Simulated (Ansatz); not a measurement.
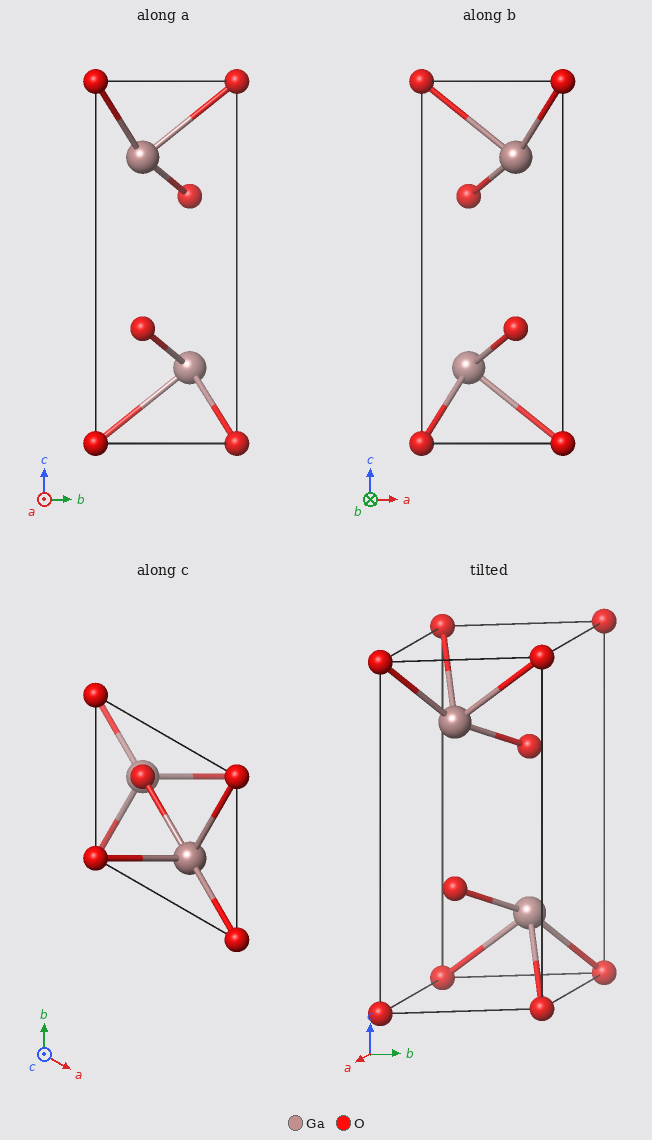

An orthographic ball-and-stick view of the structure, along the a axis, along the b axis, along the c axis and slightly off an axis. Atoms at the boundary of the conventional unit cell (the box) are drawn once for each face, edge or corner they touch.

Lattice parameters: a = 2.9713 Å, b = 2.9713 Å, c = 6.5954 Å, α = 90.000°, β = 90.000°, γ = 120.000°.

Turn the picture into a CIF in P1 with every atom of the cell, with free fractional coordinates to two decimals.

```cif
data_structure
_symmetry_space_group_name_H-M 'P 1'
_symmetry_Int_Tables_number 1
_cell_length_a 2.9713
_cell_length_b 2.9713
_cell_length_c 6.5954
_cell_angle_alpha 90.000
_cell_angle_beta 90.000
_cell_angle_gamma 120.000
_cell_volume 50.43
loop_
_atom_site_label
_atom_site_type_symbol
_atom_site_fract_x
_atom_site_fract_y
_atom_site_fract_z
_atom_site_occupancy
Ga1 Ga 0.3333 0.6667 0.21 1
Ga2 Ga 0.6667 0.3333 0.79 1
O1 O 0.00 0.00 0.00 1
O2 O 0.3333 0.6667 0.68 1
O3 O 0.6667 0.3333 0.32 1
```

Origin of the cell: a structure type filled with these elements by a generator (whether the compound takes this form wasn't checked). The structure drawn was relaxed with Ansatz 0.2.0, DFT, LDA, plane waves, PAW.
